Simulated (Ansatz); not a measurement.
# MgTe: geometry relaxation

The run: geometry relaxation of MgTe (4 atoms in the cell). Method and program: DFT PBE, scalar-relativistic, plane waves, PAW, no spin polarisation (Ansatz 0.2.0).

The structure derives from an entry of the Crystallography Open Database. Figures and captions count atoms from 1; the log counts them from 0 in places.

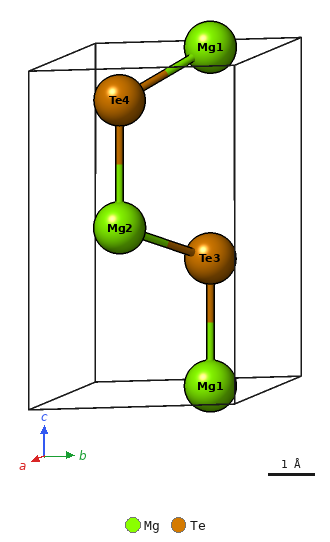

Fig. 1: The input geometry (ball-and-stick view of the cell of the calculation, seen slightly off an axis; atoms are numbered from 1 in the order of the input). Near neighbours in the crystal (not all of them lie inside the picture): Mg has 4 Te at 2.82 Å; Te has 4 Mg at 2.82 Å.

### Key numbers

- outcome: converged
- space group (tolerance 0.01 Å): P6₃mc (186)
- electrons treated: 52
- free energy: −17811.0515 eV
- Fermi energy: 5.305 eV
- gap on the k-point mesh: 2.37 eV
- pressure: −0.01 GPa
- final volume: 137.97 Å³
- largest force (length of the vector) at the end: 0.002 eV/Å
- final cell: a = 4.607 Å, b = 4.607 Å, c = 7.506 Å, α = 90.00°, β = 90.00°, γ = 120.00°
- hardware: 4 threads of Intel Xeon (Granite Rapids), 64 GiB of memory available, shared host
- wall time: 5.5 s (CPU time 19 s)
- peak memory: 0.51 GiB

### The input
```yaml
crystal:
  lattice:
    - [4.607165431, 0.0, 0.0]
    - [-2.3035827155, 3.9899223027, 0.0]
    - [0.0, 0.0, 7.5055058358]
  atoms:
    - { symbol: Mg, position: [0.3333333333, 0.6666666667, 0.0044219831] }
    - { symbol: Mg, position: [0.6666666667, 0.3333333333, 0.5044219831] }
    - { symbol: Te, position: [0.3333333333, 0.6666666667, 0.3805780169] }
    - { symbol: Te, position: [0.6666666667, 0.3333333333, 0.8805780169] }
basis:
  ecutwfc: 420
kpoints:
  mp_grid: { grid: [9, 9, 4] }
hamiltonian:
  xc: pbe
scf:
  occupations: { method: gaussian, width: 0.02 }
output:
  forces: true
  stress: true
  eigenvalues: true
  write_density: true
  write_potential: true
  elf: true
  volumetric_format: npy
relax:
  adjacent_minimum: "off"
  f_tol: 0.005
  max_steps: 80
  cell: { stress_tol: 0.05 }
```

Command:
```bash
ansatz run input.yaml --threads 4 --pin off --max-ram 11264MiB --backend cpu --events-out ev --progress --plain --runs-dir out
```

### What the program printed
```
Engine: ansatz 0.2.0, x86_64-unknown-linux-gnu
Pseudopotentials: kind: paw
Pseudopotential: Mg, paw, valence charge 10, recommended cutoff 420 eV (normal), Mg.paw.azcp
Pseudopotential: Te, paw, valence charge 16, recommended cutoff 420 eV (normal), Te.paw.azcp
Functional definition: PBE
  parameter kappa = 0.804
  parameter beta = 0.06672455060314922
  exchange = pbe_x(kappa = kappa, mu = beta*pi^2/3)
  correlation = pbe_c(beta = beta)
Crystal: 4 atoms, lattice volume = 137.968 Å³
Basis set: ecut = 420 eV, 2731 PW (Γ), exchange–correlation on 64×64×108 points (8 copies of the dense FFT grid, shifted against one another)
Bands: 32, of which v1, the nominal top of the filled ones, is band 26 counted from 1 (25 counted from 0)
Symmetry: 12 space group operations
Space group: P63mc (ITA 186), of the structure as read, at distance tolerance 5.2e-5 Å
k-points: 36 of 324 (time reversal used)
Non-local potential: Mg, projectors of the file, l = 0: 3, l = 1: 2, l = 2: 1
Non-local potential: Te, projectors of the file, l = 0: 2, l = 1: 2, l = 2: 2, l = 3: 2
PAW form: soft (Blöchl's): semilocal exchange-correlation on the pseudo side does not see the compensation charge
PAW one-centre angular grid: Mg, 110 points (default); XC on 64 Gauss nodes
PAW one-centre angular grid: Te, 590 points (default); XC on 64 Gauss nodes
Initial density: superposition of atomic densities (neutral atoms: chi_scale 0, normalization atom), corrected by the library's trained network
Initial wavefunctions: pseudopotential atomic-orbital guess
Functional: x = pbe(κ = 0.804, μ = 0.2195149727645171), c = pbe(β = 0.06672455060314922)
SCF iter   1: F=—  HF=-17811.053682 eV  |F-HF|=—  |Δ(HF+E_count)|=         —  Δρ=8.38e-4  dr2=1.98e-3  ethr=1.77e-3  ⟨swp⟩=8.4  Hψ=5690  notcnv=0
preconditioner: auto → Resta (q_TF=auto, 2.319 Å⁻¹)  ε∞=3.2  [insulator: Δε(μ)=2.362 eV  Ē_g=8.477 eV  σ=0.020 eV  W_gap=1.00  n_scr=34 (ndim 8)  ℏωp=12.6 eV  f_vac=0.113  D(μ)=0.00/eV (n_scr^D=0)  ε∞_Penn≈3.2]
SCF iter   2: F=—  HF=-17811.051681 eV  |F-HF|=—  |Δ(HF+E_count)|=   2.00e-3  Δρ=5.28e-4  dr2=8.88e-4  ethr=3.82e-6  ⟨swp⟩=2.6  Hψ=2264  notcnv=0  defer=45
SCF iter   3: F=—  HF=-17811.051612 eV  |F-HF|=—  |Δ(HF+E_count)|=   6.82e-5  Δρ=2.77e-4  dr2=1.23e-4  ethr=1.71e-6  ⟨swp⟩=3.1  Hψ=2190  notcnv=0  defer=45
SCF iter   4: F=—  HF=-17811.051536 eV  |F-HF|=—  |Δ(HF+E_count)|=   7.67e-5  Δρ=1.11e-4  dr2=2.19e-5  ethr=2.37e-7  ⟨swp⟩=2.0  Hψ=1960  notcnv=0  defer=45
SCF iter   5: F=—  HF=-17811.051493 eV  |F-HF|=—  |Δ(HF+E_count)|=   4.25e-5  Δρ=2.04e-5  dr2=1.07e-6  ethr=4.21e-8  ⟨swp⟩=2.0  Hψ=1960  notcnv=0  defer=45
SCF iter   6: F=-17811.051495 eV  HF=-17811.051494 eV  |F-HF|=6.85e-8  |Δ(HF+E_count)|=   1.14e-6  Δρ=4.88e-6  dr2=4.23e-8  ethr=1.92e-10  ⟨swp⟩=11.9  Hψ=8985  notcnv=0
SCF 1 converged in 6 iterations: F = -17811.051495 eV  dr2 = 4.23e-8
  greatest PAW one-centre occupation: 1.000 electrons in one spin orbital (limit 2), on the Mg atom at site 1 (counted from 0), in its partial waves of l = 0
relax step   1: F+E_penalty+E_count = -17811.05149452 eV  Δ(F+E_penalty+E_count) = +0.000e0 eV  max|allowed force component| = 2.295e-3 eV/Å  Δτ_max = 0.0000 Å  P = -0.008 GPa  Ω = 137.968 Å³  (6 SCF iters, dr2 threshold 1.00e-7 eV, accepted)
Initial density: handed on by an earlier stage of this run
Initial wavefunctions: pseudopotential atomic-orbital guess (no wavefunctions were taken with the density)
iter 1 solved again at ethr=2.50e-7 eV; its pass at ethr=3.10e-3 eV (dr2=1.30e-4 eV) is discarded
SCF iter   1: F=—  HF=-17811.051537 eV  |F-HF|=—  |Δ(HF+E_count)|=         —  Δρ=5.42e-6  dr2=5.68e-8  ethr=2.50e-7  ⟨swp⟩=3.0  Hψ=8670  notcnv=0
eigensolver tolerance schedule: the retry pair's looser diagonalisation over-reported the residual by 2291.64 of it (diagonalisation noise at 0.23 of the residual, at the tolerance the schedule requests for it); recorded, not acted on — ethr = c·dr2/N_el stays at c = 1.0e-1
preconditioner: auto → Resta (q_TF=auto, 2.319 Å⁻¹)  ε∞=3.2  [insulator: Δε(μ)=2.375 eV  Ē_g=8.491 eV  σ=0.020 eV  W_gap=1.00  n_scr=34 (ndim 8)  ℏωp=12.6 eV  f_vac=0.112  D(μ)=0.00/eV (n_scr^D=0)  ε∞_Penn≈3.2]
SCF iter   2: F=—  HF=-17811.051494 eV  |F-HF|=—  |Δ(HF+E_count)|=   4.27e-5  Δρ=3.04e-6  dr2=1.91e-8  ethr=1.09e-10  ⟨swp⟩=3.6  Hψ=2860  notcnv=0
SCF iter   3: F=—  HF=-17811.051495 eV  |F-HF|=—  |Δ(HF+E_count)|=   3.21e-8  Δρ=1.54e-6  dr2=5.75e-9  ethr=3.67e-11  ⟨swp⟩=2.0  Hψ=1434  notcnv=0
SCF iter   4: F=—  HF=-17811.051495 eV  |F-HF|=—  |Δ(HF+E_count)|=   1.45e-8  Δρ=4.84e-7  dr2=4.51e-10  ethr=1.11e-11  ⟨swp⟩=2.0  Hψ=1440  notcnv=0
SCF iter   5: F=—  HF=-17811.051495 eV  |F-HF|=—  |Δ(HF+E_count)|=  2.76e-10  Δρ=2.36e-7  dr2=9.57e-11  ethr=1.00e-12  ⟨swp⟩=2.0  Hψ=1412  notcnv=0
SCF iter   6: F=-17811.051495 eV  HF=-17811.051495 eV  |F-HF|=7.28e-12  |Δ(HF+E_count)|=  2.55e-11  Δρ=4.09e-8  dr2=2.86e-12  ethr=1.00e-12  ⟨swp⟩=7.0  Hψ=5427  notcnv=0
SCF 2 converged in 6 iterations: F = -17811.051495 eV  dr2 = 2.86e-12
relax step   2: F+E_penalty+E_count = -17811.05149454 eV  Δ(F+E_penalty+E_count) = -1.840e-8 eV  max|allowed force component| = 2.279e-3 eV/Å  Δτ_max = 0.0000 Å  P = -0.008 GPa  Ω = 137.968 Å³  stress off target by 2.10e-2 GPa  SCF on the basis re-selected at this cell (its energy is not comparable with the rows above)  (6 SCF iters)
```

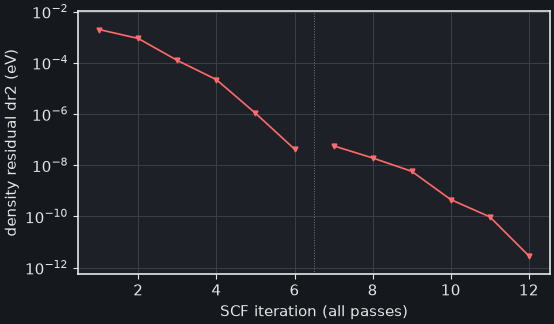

Fig. 2: Convergence of the self-consistent field: density residual dr2 against the SCF iteration. The dotted lines part the SCF passes of the relaxation: geometry steps, rejected trials and re-solves on a re-selected basis. The passes take 6 and 6 iterations.

```
basis re-selected at this cell: Δ(F+E_penalty+E_count) = -1.840e-8 eV, ΔP = +0.000 GPa vs the last step (what re-selecting the basis moved, of the pressure what is left beyond the Pulay correction that the steps carried, after the strain that the cell walked since its last selection, with what the two solves' SCF thresholds leave and, on support functions, any second-order correction that the steps lacked; it is no measure of the basis error at this ecutwfc). This SCF's stress stands 2.10e-2 GPa from its target on what of the cell is left free (relax.cell.stress_tol is 5.00e-2 GPa) and its largest allowed force component is 2.28e-3 eV/Å (relax.f_tol is 5.00e-3 eV/Å): within both
SCF converged after 6 iterations
Free energy (F): -17811.051495 eV
Harris-Foulkes:  -17811.051495 eV  (|F-HF|=7.28e-12)
Internal energy: -17811.051495 eV  (E = F + TS)
E sigma→0 (E₀):  -17811.051495 eV
Fermi energy:    5.305231 eV
--- Per-component energies (eV) ---
  E_band       = -1346.760005
  E_kinetic    = 511.985963
  E_local      = -6682.022648  (includes V_loc(G=0)·N_el)
  E_nonlocal   = -428.296050
  E_hartree    = 3177.059811
  E_xc         = -306.083861
  E_vxc        = -282.489604  (∫ρ·V_xc dr)
  E_paw        = -9911.722860  (= ΣΔE_a)
  E_vpaw       = -820.056994  (= ΣTr[D̂ρ^β])
  E_aug_tail   = -0.000338  (compensation charges beyond the density's cutoff)
  E_ewald      = -4171.971513
  E_smearing   = -0.000000  (= −TS)
  E_closure    = 0.000000  (closes the sum)
  Σ components = -17811.051495   (vs F -17811.051495, Δ=0.00e0)
--- Forces (eV/Å), atoms counted from 1 ---
  atom   1  Mg     0.00000000     0.00000000    -0.00227858
  atom   2  Mg    -0.00000000    -0.00000000    -0.00227858
  atom   3  Te     0.00000000    -0.00000000     0.00227927
  atom   4  Te     0.00000000     0.00000000     0.00227927
  max |Σ_I F_I| component: 1.37e-6 eV/Å
--- Stress (GPa, compression-positive) ---
       -0.000777      -0.000000       0.000000
        0.000000      -0.000777      -0.000000
        0.000000      -0.000000      -0.020972
  P = ⅓ Tr σ = -0.0075 GPa (-0.075 kbar)
--- Band table (eV; the first three rows and the last of 36) ---
  k-point 0: bands = ["-71.0303", "-71.0303", "-37.7852", "-37.7851", "-37.7843", "-37.7843", "-37.7843", "-37.7843", "-30.9591", "-30.9590", "-30.9586", "-30.9586", "-30.9585", "-30.9585", "-30.9515", "-30.9515", "-30.9511", "-30.9511", "-6.0176", "-5.4493", "0.9734", "3.6535", "3.6535", "4.1169", "4.1169", "4.1179", "6.4925", "7.0688", "9.3978", "9.3978", "9.7455", "10.3491"]
  k-point 1: bands = ["-71.0303", "-71.0303", "-37.7852", "-37.7851", "-37.7843", "-37.7843", "-37.7843", "-37.7843", "-30.9591", "-30.9590", "-30.9586", "-30.9586", "-30.9585", "-30.9585", "-30.9514", "-30.9514", "-30.9512", "-30.9512", "-5.9450", "-5.5454", "1.2988", "3.3441", "3.7155", "3.7155", "4.0425", "4.0425", "7.1840", "7.2161", "9.4340", "9.4340", "9.5059", "10.0720"]
  k-point 2: bands = ["-71.0303", "-71.0303", "-37.7851", "-37.7851", "-37.7843", "-37.7843", "-37.7843", "-37.7843", "-30.9590", "-30.9590", "-30.9585", "-30.9585", "-30.9585", "-30.9585", "-30.9513", "-30.9513", "-30.9513", "-30.9513", "-5.7566", "-5.7566", "2.1735", "2.1735", "3.8728", "3.8728", "3.8728", "3.8728", "7.5191", "7.5191", "9.6539", "9.6539", "9.6539", "9.6539"]
  k-point 35: bands = ["-71.0303", "-71.0303", "-37.7851", "-37.7851", "-37.7844", "-37.7844", "-37.7844", "-37.7844", "-30.9590", "-30.9590", "-30.9584", "-30.9584", "-30.9584", "-30.9584", "-30.9512", "-30.9512", "-30.9512", "-30.9512", "-5.3115", "-5.3115", "1.2533", "1.2533", "2.2699", "2.2699", "3.5179", "3.5179", "7.9862", "7.9862", "9.2663", "9.2663", "10.6160", "10.6160"]
--- Relaxed structure (1 steps of the walk, 1 accepted, 1 SCFs on fresh bases) ---
  F+E_penalty+E_count = -17811.05149454 eV   max|allowed force component| = 2.279e-3 eV/Å   (the final SCF, on the basis selected at the relaxed cell)
  cell:  # Å, volume = 137.9680 Å³
    - [4.607165431009537, 0.0, 0.0]
    - [-2.3035827155047683, 3.9899223026917414, 0.0]
    - [0.0, 0.0, 7.5055058358]
  atoms:
    - { symbol: Mg, position: [0.33333333333333326, 0.6666666666666665, 0.004421983099999999] }
    - { symbol: Mg, position: [0.6666666666666666, 0.33333333333333326, 0.5044219830999999] }
    - { symbol: Te, position: [0.33333333333333326, 0.6666666666666665, 0.3805780168999999] }
    - { symbol: Te, position: [0.6666666666666666, 0.33333333333333326, 0.8805780168999999] }
```

### Trajectory as extended XYZ (Å, eV, eV/Å), 2 frames, from step=1 to step=2
```
4
Lattice="4.6072 0.0000 0.0000 -2.3036 3.9899 0.0000 0.0000 0.0000 7.5055" Properties=species:S:1:pos:R:3:forces:R:3 step=1 energy=-17811.05149 pressure_GPa=-0.01
Mg    0.0000    2.6599    0.0332    0.0000   0.0000  -0.0023
Mg    2.3036    1.3300    3.7859    0.0000   0.0000  -0.0023
Te    0.0000    2.6599    2.8564    0.0000   0.0000   0.0023
Te    2.3036    1.3300    6.6092    0.0000   0.0000   0.0023
4
Lattice="4.6072 0.0000 0.0000 -2.3036 3.9899 0.0000 0.0000 0.0000 7.5055" Properties=species:S:1:pos:R:3:forces:R:3 step=2 energy=-17811.05149 pressure_GPa=-0.01
Mg    0.0000    2.6599    0.0332    0.0000   0.0000  -0.0023
Mg    2.3036    1.3300    3.7859    0.0000   0.0000  -0.0023
Te    0.0000    2.6599    2.8564    0.0000   0.0000   0.0023
Te    2.3036    1.3300    6.6092    0.0000   0.0000   0.0023
```

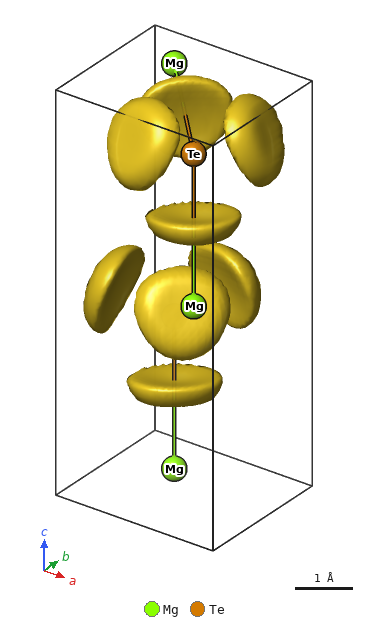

Fig. 3: Isosurface of the ELF at 0.75 (yellow), seen slightly off an axis. Only the valence region is drawn (cores and ρ < 0.01 e/Å³ removed). Sticks mark near contacts. The outline is the cell set on symmetry axes. Profiles from the grid: Mg–Te (2.82 Å): the ELF is about 0.85 at the midpoint. The fields are those of the smooth PAW valence density.

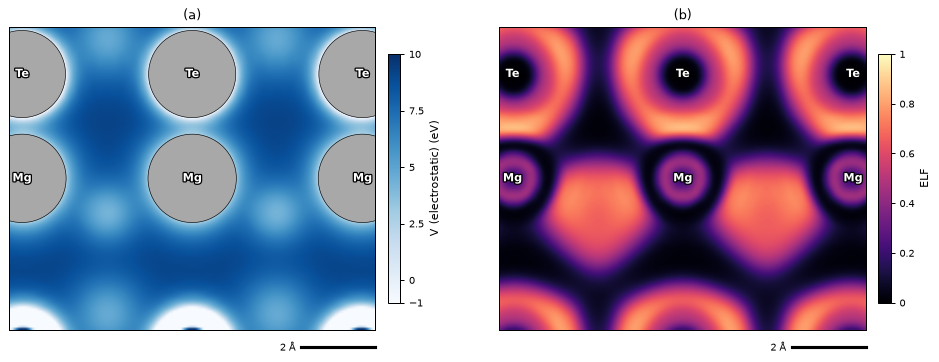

Fig. 4: (a) electrostatic potential (local pseudopotential plus Hartree) felt by an electron; (b) ELF on the (100) plane of the conventional cell. Grey discs, where drawn, cover atomic cores. Atoms in the plane: Mg and Te. Mg–Te (2.82 Å): the ELF is about 0.85 at the midpoint. Outside the cores the potential energy rises away from the atoms and is highest about 2.6 Å from the nearest atoms; outside the discs it spans about 10 eV, and its zero is arbitrary.
